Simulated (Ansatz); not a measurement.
## Geometry relaxation of GeSe (part 3 of 3)

GeSe (Pnma, 8 atoms in the cell); DFT PBE+D3(BJ), scalar-relativistic, plane waves, PAW, no spin polarisation (Ansatz 0.2.0); cutoff 420 eV, 4×8×6 k-mesh, Gaussian smearing of 0.02 eV. The structure derives from an entry of the Crystallography Open Database.

Geometry of the input (Å; fractional positions):
```
10.7900  0.0000  0.0000
0.0000  3.8200  0.0000
0.0000  0.0000  4.3800
Ge 0.1210  0.7500  0.8940
Ge 0.6210  0.7500  0.6060
Ge 0.3790  0.2500  0.3940
Ge 0.8790  0.2500  0.1060
Se 0.8520  0.7500  0.4970
Se 0.3520  0.7500  0.0030
Se 0.6480  0.2500  0.9970
Se 0.1480  0.2500  0.5030
```

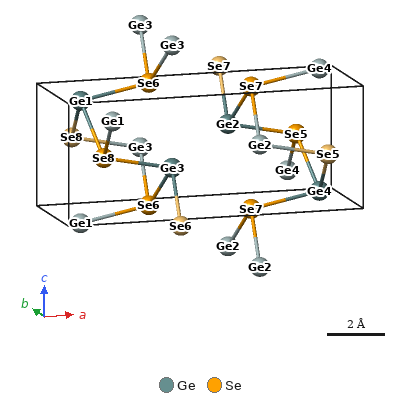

Fig. 1: The geometry at step 5 of the log (ball-and-stick view of the cell of the calculation, seen slightly off an axis; neighbours outside the cell are drawn fainter; atoms are numbered from 1 in the order of the input).

Output, continued
```
--- Forces (eV/Å), atoms counted from 1 ---
  atom   1  Ge    -0.00008030     0.00000000     0.00153056
  atom   2  Ge    -0.00008030    -0.00000000    -0.00153056
  atom   3  Ge     0.00008030     0.00000000     0.00153056
  atom   4  Ge     0.00008030    -0.00000000    -0.00153056
  atom   5  Se     0.00020348     0.00000000     0.00161931
  atom   6  Se     0.00020348    -0.00000000    -0.00161931
  atom   7  Se    -0.00020348     0.00000000     0.00161931
  atom   8  Se    -0.00020348    -0.00000000    -0.00161931
  max |Σ_I F_I| component: 2.17e-19 eV/Å
--- Stress (GPa, compression-positive) ---
       -0.006992       0.000000       0.000000
        0.000000      -0.012725      -0.000000
        0.000000      -0.000000      -0.014188
  P = ⅓ Tr σ = -0.0113 GPa (-0.113 kbar)
--- Band table (eV; the first three rows and the last of 60) ---
  k-point 0: bands = ["-39.2619", "-39.2618", "-39.2618", "-39.2617", "-39.2607", "-39.2607", "-39.2604", "-39.2604", "-39.2269", "-39.2266", "-39.2266", "-39.2263", "-39.2241", "-39.2239", "-39.2238", "-39.2237", "-39.2130", "-39.2129", "-39.2125", "-39.2124", "-16.2676", "-16.2658", "-16.2643", "-16.2633", "-16.2632", "-16.2629", "-16.2623", "-16.2618", "-16.2379", "-16.2378", "-16.2326", "-16.2322", "-16.2321", "-16.2297", "-16.2205", "-16.2179", "-16.2161", "-16.2158", "-16.2132", "-16.2130", "-6.0535", "-5.6754", "-4.7542", "-4.1729", "0.3105", "0.9103", "2.4472", "2.7484", "3.0163", "4.6217", "4.8333", "4.8905", "5.0010", "5.4544", "6.2368", "6.4762", "6.9168", "7.2335", "7.4669", "8.1021", "9.0376", "10.9591", "10.9889", "11.0055", "11.3215", "11.6462", "11.8263", "12.4796", "13.2064", "13.5012", "13.8814", "14.1199"]
  k-point 1: bands = ["-39.2619", "-39.2618", "-39.2618", "-39.2617", "-39.2607", "-39.2606", "-39.2605", "-39.2604", "-39.2268", "-39.2266", "-39.2266", "-39.2263", "-39.2240", "-39.2239", "-39.2238", "-39.2237", "-39.2130", "-39.2128", "-39.2126", "-39.2125", "-16.2673", "-16.2656", "-16.2645", "-16.2635", "-16.2632", "-16.2632", "-16.2624", "-16.2620", "-16.2373", "-16.2370", "-16.2326", "-16.2323", "-16.2320", "-16.2299", "-16.2203", "-16.2181", "-16.2161", "-16.2156", "-16.2136", "-16.2132", "-5.9287", "-5.5577", "-4.7532", "-4.2240", "-0.0707", "0.7798", "1.6441", "2.3233", "3.2059", "4.8969", "5.1553", "5.3891", "5.5505", "5.5954", "6.3000", "6.8323", "6.9171", "7.0752", "7.6524", "8.0305", "9.1017", "10.3358", "10.8931", "10.9897", "11.2260", "11.3064", "12.0718", "12.0977", "12.4784", "13.1161", "13.5417", "13.6872"]
  k-point 2: bands = ["-39.2619", "-39.2618", "-39.2618", "-39.2617", "-39.2607", "-39.2606", "-39.2605", "-39.2604", "-39.2268", "-39.2266", "-39.2265", "-39.2264", "-39.2240", "-39.2239", "-39.2238", "-39.2237", "-39.2129", "-39.2128", "-39.2127", "-39.2125", "-16.2664", "-16.2648", "-16.2647", "-16.2642", "-16.2640", "-16.2632", "-16.2630", "-16.2625", "-16.2356", "-16.2352", "-16.2328", "-16.2325", "-16.2316", "-16.2304", "-16.2199", "-16.2186", "-16.2159", "-16.2151", "-16.2144", "-16.2138", "-5.5883", "-5.2348", "-4.8419", "-4.4269", "-0.4937", "0.4750", "0.5946", "1.4948", "3.7003", "5.2206", "5.5774", "5.9750", "6.2456", "6.3410", "6.3586", "6.8024", "6.8625", "7.6791", "7.7343", "8.3053", "9.3437", "9.6419", "9.8912", "10.4638", "10.5283", "11.2666", "11.3070", "11.4989", "11.8931", "12.4356", "13.0845", "14.1639"]
  k-point 59: bands = ["-39.2619", "-39.2619", "-39.2619", "-39.2619", "-39.2602", "-39.2602", "-39.2602", "-39.2602", "-39.2266", "-39.2266", "-39.2266", "-39.2266", "-39.2239", "-39.2239", "-39.2239", "-39.2239", "-39.2126", "-39.2126", "-39.2126", "-39.2126", "-16.2693", "-16.2693", "-16.2693", "-16.2693", "-16.2577", "-16.2577", "-16.2577", "-16.2577", "-16.2352", "-16.2352", "-16.2352", "-16.2352", "-16.2270", "-16.2270", "-16.2270", "-16.2270", "-16.2116", "-16.2116", "-16.2116", "-16.2116", "-4.3968", "-4.3968", "-4.3968", "-4.3968", "0.4155", "0.4155", "0.4155", "0.4155", "3.5882", "3.5882", "3.5882", "3.5882", "4.3718", "4.3718", "4.3718", "4.3718", "6.8308", "6.8308", "6.8308", "6.8308", "10.8807", "10.8807", "10.8807", "10.8807", "13.1691", "13.1691", "13.1691", "13.1691", "14.9573", "14.9573", "14.9573", "14.9573"]
--- Relaxed structure (8 steps of the walk, 7 accepted, 1 SCFs on fresh bases) ---
  F+E_penalty+E_count = -39060.90917578 eV   max|allowed force component| = 1.619e-3 eV/Å   (the final SCF, on the basis selected at the relaxed cell)
  cell:  # Å, volume = 188.2198 Å³
    - [10.959905786095282, 1.21333831766263e-32, 8.824434136750234e-33]
    - [2.3430661828872824e-33, 3.8765428702330804, 2.082751832090571e-33]
    - [3.582115061998705e-33, 2.3880767079991365e-33, 4.430102698051056]
  atoms:
    - { symbol: Ge, position: [0.12322282779962189, 0.75, 0.8858428158897822] }
    - { symbol: Ge, position: [0.6232228277996219, 0.75, 0.6141571841102177] }
    - { symbol: Ge, position: [0.3767771722003781, 0.25, 0.38584281588978236] }
    - { symbol: Ge, position: [0.8767771722003781, 0.25, 0.11415718411021765] }
    - { symbol: Se, position: [0.854647375398609, 0.75, 0.5020252156997539] }
    - { symbol: Se, position: [0.35464737539860897, 0.75, -0.002025215699754077] }
    - { symbol: Se, position: [0.6453526246013911, 0.25, 1.002025215699754] }
    - { symbol: Se, position: [0.14535262460139106, 0.25, 0.49797478430024605] }
```

Trajectory as extended XYZ (Å, eV, eV/Å), 9 frames, from step=1 to step=9
```
8
Lattice="10.7900 0.0000 0.0000 0.0000 3.8200 0.0000 0.0000 0.0000 4.3800" Properties=species:S:1:pos:R:3:forces:R:3 step=1 energy=-39060.81866 pressure_GPa=3.23
Ge    1.3056    2.8650    3.9157   -0.1149   0.0000  -0.0168
Ge    6.7006    2.8650    2.6543   -0.1149   0.0000   0.0168
Ge    4.0894    0.9550    1.7257    0.1149   0.0000  -0.0168
Ge    9.4844    0.9550    0.4643    0.1149   0.0000   0.0168
Se    9.1931    2.8650    2.1769    0.2438   0.0000   0.0000
Se    3.7981    2.8650    0.0131    0.2438   0.0000   0.0000
Se    6.9919    0.9550    4.3669   -0.2438   0.0000   0.0000
Se    1.5969    0.9550    2.2031   -0.2438   0.0000   0.0000
8
Lattice="11.3138 0.0000 0.0000 0.0000 3.9821 0.0000 0.0000 0.0000 4.5714" Properties=species:S:1:pos:R:3:forces:R:3 step=2 energy=-39060.68201 pressure_GPa=-2.67 accepted=F
Ge    1.4725    2.9866    4.0138   -0.0436   0.0000   0.1398
Ge    7.1294    2.9866    2.8433   -0.0436   0.0000  -0.1398
Ge    4.1845    0.9955    1.7281    0.0436   0.0000   0.1398
Ge    9.8414    0.9955    0.5576    0.0436   0.0000  -0.1398
Se    9.6387    2.9866    2.2365   -0.0133   0.0000   0.1467
Se    3.9818    2.9866    0.0491   -0.0133   0.0000  -0.1467
Se    7.3320    0.9955    4.5222    0.0133   0.0000   0.1467
Se    1.6751    0.9955    2.3348    0.0133   0.0000  -0.1467
8
Lattice="11.0309 0.0000 0.0000 0.0000 3.8907 0.0000 0.0000 0.0000 4.4738" Properties=species:S:1:pos:R:3:forces:R:3 step=3 energy=-39060.88608 pressure_GPa=-0.60
Ge    1.3808    2.9180    3.9415   -0.1124   0.0000   0.0698
Ge    6.8962    2.9180    2.7692   -0.1124   0.0000  -0.0698
Ge    4.1347    0.9727    1.7046    0.1124   0.0000   0.0698
Ge    9.6501    0.9727    0.5323    0.1124   0.0000  -0.0698
Se    9.4051    2.9180    2.2370    0.1097   0.0000   0.0586
Se    3.8896    2.9180   -0.0001    0.1097   0.0000  -0.0586
Se    7.1413    0.9727    4.4739   -0.1097   0.0000   0.0586
Se    1.6258    0.9727    2.2367   -0.1097   0.0000  -0.0586
8
Lattice="11.0284 0.0000 0.0000 0.0000 3.8808 0.0000 0.0000 0.0000 4.4448" Properties=species:S:1:pos:R:3:forces:R:3 step=4 energy=-39060.90004 pressure_GPa=-0.90
Ge    1.3440    2.9106    3.9323    0.0745   0.0000  -0.0444
Ge    6.8582    2.9106    2.7349    0.0745   0.0000   0.0444
Ge    4.1702    0.9702    1.7099   -0.0745   0.0000  -0.0444
Ge    9.6844    0.9702    0.5125   -0.0745   0.0000   0.0444
Se    9.4093    2.9106    2.2336   -0.0059   0.0000  -0.0374
Se    3.8951    2.9106   -0.0112   -0.0059   0.0000   0.0374
Se    7.1333    0.9702    4.4560    0.0059   0.0000  -0.0374
Se    1.6191    0.9702    2.2112    0.0059   0.0000   0.0374
8
Lattice="10.9568 0.0000 0.0000 0.0000 3.8748 0.0000 0.0000 0.0000 4.4366" Properties=species:S:1:pos:R:3:forces:R:3 step=5 energy=-39060.90660 pressure_GPa=-0.08
Ge    1.3354    2.9061    3.9083    0.0172   0.0000  -0.0064
Ge    6.8138    2.9061    2.7466    0.0172   0.0000   0.0064
Ge    4.1430    0.9687    1.6900   -0.0172   0.0000  -0.0064
Ge    9.6214    0.9687    0.5283   -0.0172   0.0000   0.0064
Se    9.3528    2.9061    2.2444    0.0285   0.0000  -0.0209
Se    3.8744    2.9061   -0.0261    0.0285   0.0000   0.0209
Se    7.0824    0.9687    4.4627   -0.0285   0.0000  -0.0209
Se    1.6040    0.9687    2.1922   -0.0285   0.0000   0.0209
8
Lattice="10.9577 0.0000 0.0000 0.0000 3.8773 0.0000 0.0000 0.0000 4.4296" Properties=species:S:1:pos:R:3:forces:R:3 step=6 energy=-39060.90792 pressure_GPa=-0.02
Ge    1.3466    2.9080    3.9341    0.0074   0.0000  -0.0048
Ge    6.8255    2.9080    2.7103    0.0074   0.0000   0.0048
Ge    4.1323    0.9693    1.7193   -0.0074   0.0000  -0.0048
Ge    9.6111    0.9693    0.4955   -0.0074   0.0000   0.0048
Se    9.3610    2.9080    2.2127    0.0090   0.0000   0.0046
Se    3.8821    2.9080    0.0021    0.0090   0.0000  -0.0046
Se    7.0756    0.9693    4.4275   -0.0090   0.0000   0.0046
Se    1.5967    0.9693    2.2169   -0.0090   0.0000  -0.0046
8
Lattice="10.9632 0.0000 0.0000 0.0000 3.8740 0.0000 0.0000 0.0000 4.4289" Properties=species:S:1:pos:R:3:forces:R:3 step=7 energy=-39060.90820 pressure_GPa=0.05
Ge    1.3497    2.9055    3.9209   -0.0021   0.0000   0.0014
Ge    6.8313    2.9055    2.7225   -0.0021   0.0000  -0.0014
Ge    4.1319    0.9685    1.7065    0.0021   0.0000   0.0014
Ge    9.6134    0.9685    0.5080    0.0021   0.0000  -0.0014
Se    9.3675    2.9055    2.2262    0.0091   0.0000  -0.0005
Se    3.8859    2.9055   -0.0118    0.0091   0.0000   0.0005
Se    7.0773    0.9685    4.4407   -0.0091   0.0000  -0.0005
Se    1.5957    0.9685    2.2027   -0.0091   0.0000   0.0005
8
Lattice="10.9599 0.0000 0.0000 0.0000 3.8765 0.0000 0.0000 0.0000 4.4301" Properties=species:S:1:pos:R:3:forces:R:3 step=8 energy=-39060.90825 pressure_GPa=-0.01
Ge    1.3505    2.9074    3.9244   -0.0002   0.0000   0.0016
Ge    6.8305    2.9074    2.7208   -0.0002   0.0000  -0.0016
Ge    4.1294    0.9691    1.7093    0.0002   0.0000   0.0016
Ge    9.6094    0.9691    0.5057    0.0002   0.0000  -0.0016
Se    9.3669    2.9074    2.2240    0.0003   0.0000   0.0017
Se    3.8869    2.9074   -0.0090    0.0003   0.0000  -0.0017
Se    7.0730    0.9691    4.4391   -0.0003   0.0000   0.0017
Se    1.5931    0.9691    2.2061   -0.0003   0.0000  -0.0017
8
Lattice="10.9599 0.0000 0.0000 0.0000 3.8765 0.0000 0.0000 0.0000 4.4301" Properties=species:S:1:pos:R:3:forces:R:3 step=9 energy=-39060.90918 pressure_GPa=-0.01
Ge    1.3505    2.9074    3.9244   -0.0001   0.0000   0.0015
Ge    6.8305    2.9074    2.7208   -0.0001   0.0000  -0.0015
Ge    4.1294    0.9691    1.7093    0.0001   0.0000   0.0015
Ge    9.6094    0.9691    0.5057    0.0001   0.0000  -0.0015
Se    9.3669    2.9074    2.2240    0.0002   0.0000   0.0016
Se    3.8869    2.9074   -0.0090    0.0002   0.0000  -0.0016
Se    7.0730    0.9691    4.4391   -0.0002   0.0000   0.0016
Se    1.5931    0.9691    2.2061   -0.0002   0.0000  -0.0016
```

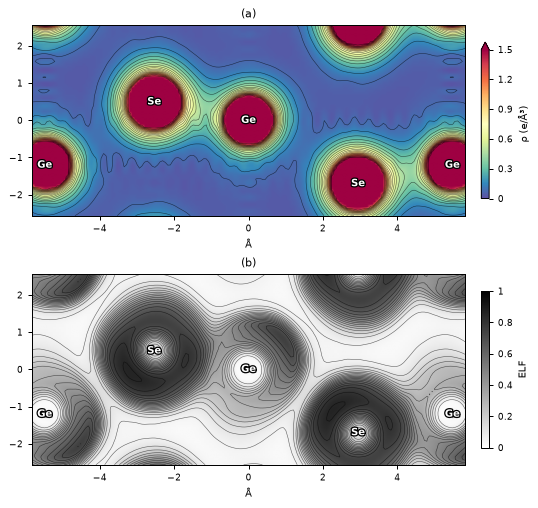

Fig. 2: (a) valence pseudo-density; (b) electron localisation function on the (010) plane of the conventional cell. The plane passes through Ge and Se nuclei. Ge–Se (2.58 Å): ρ is about 0.43 e/Å³ halfway, with its minimum of 0.39 e/Å³ about 1.2 Å from Ge; the ELF is about 0.70 at the midpoint. Away from the nuclei the density in this plane falls to 0.02 e/Å³ at its lowest. Core electrons are frozen (PAW), so the fields are smoothed inside the atomic spheres.

Summary

| quantity | value |
| --- | --- |
| outcome | converged |
| space group (tolerance 0.01 Å) | Pnma (62) |
| electrons treated | 120 |
| free energy | −39060.9092 eV |
| Fermi energy | 8.672 eV |
| gap on the k-point mesh | 0.73 eV |
| pressure | −0.01 GPa |
| final volume | 188.22 Å³ |
| largest force (length of the vector) at the end | 0.002 eV/Å |
| final cell | a = 10.960 Å, b = 3.877 Å, c = 4.430 Å, α = 90.00°, β = 90.00°, γ = 90.00° |
| wall time | 4.1 min (CPU time 8.2 min) |
| peak memory | 0.88 GiB |
